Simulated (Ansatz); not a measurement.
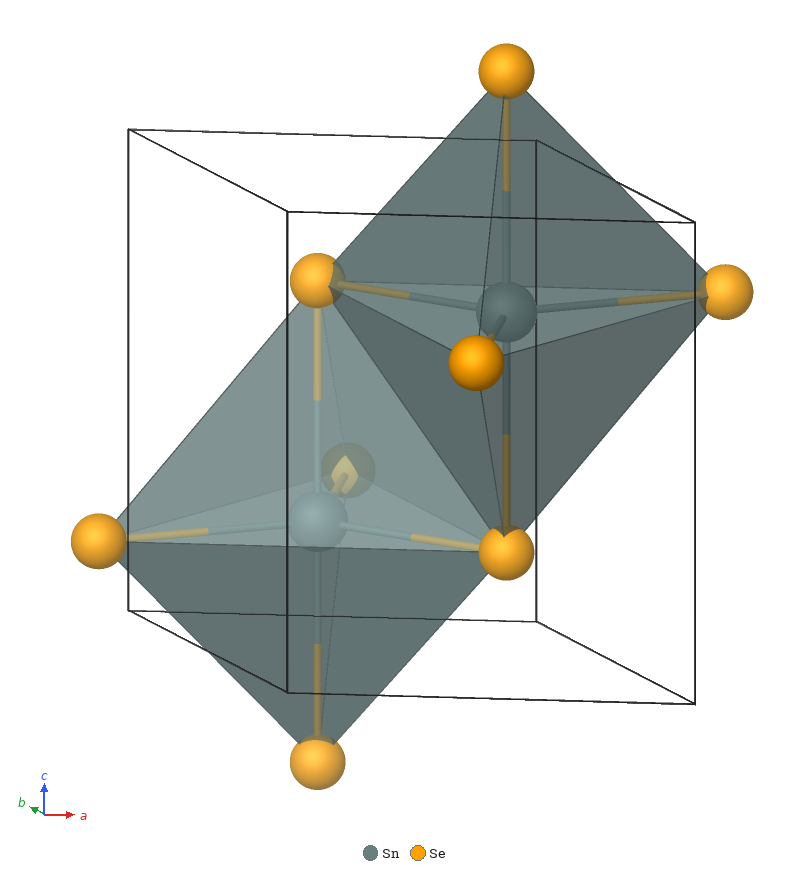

Drawn in the polyhedral manner and seen slightly off an axis. The lines enclose the conventional unit cell; boundary atoms appear with their images. A few atoms beyond the faces are included.

SnSe, space group P6_3/mmc (No. 194), a = 5.064 Å, b = 5.064 Å, c = 6.073 Å, α = 90.00°, β = 90.00°, γ = 120.00°. It derives from a structure type filled with these elements by a generator (whether the compound takes this form wasn't checked). Earlier steps of the study may have refined or changed the cell and positions. Ansatz was used for an electronic-structure calculation on it.

This one geometry was computed with Ansatz (DFT, plane waves, PAW) at six levels of theory: r2SCAN, LDA, PBE, PBE with spin-orbit coupling, PBE0 and HSE06. It was relaxed beforehand with r2SCAN.

**Which level gives the highest pressure at this volume, and what does that say about its equilibrium volume?**

Highest: PBE (0.9 GPa) and PBE with spin-orbit coupling (0.9 GPa), which points to the largest equilibrium volume. Lowest, with the smallest volume: LDA (-2.4 GPa). Levels within 0.5 GPa of each other can't be told apart.

**How does the band gap change with the level of theory?**

PBE with spin-orbit coupling: a gap of 0.24 eV, direct; LDA: a gap of 0.36 eV, direct; PBE: a gap of 0.41 eV, direct; r2SCAN: a gap of 0.58 eV, direct; HSE06: a gap of 0.76 eV, direct; PBE0: a gap of 1.32 eV, direct.

**Collect the results in a table.**

| level | cutoff (eV) | k-mesh of the run's cell | gap (eV) | pressure (GPa) |
| --- | --- | --- | --- | --- |
| r2SCAN | 500 | 6×6×4 | 0.58 | 0.0 |
| LDA | 420 | 6×6×4 | 0.36 | -2.4 |
| PBE | 420 | 6×6×4 | 0.41 | 0.9 |
| PBE with spin-orbit coupling | 420 | 6×6×4 | 0.24 | 0.9 |
| PBE0 | 420 | 6×6×4 | 1.32 | 0.1 |
| HSE06 | 420 | 6×6×4 | 0.76 | 0.1 |

Gaps are taken on the k-mesh or band path of each run.
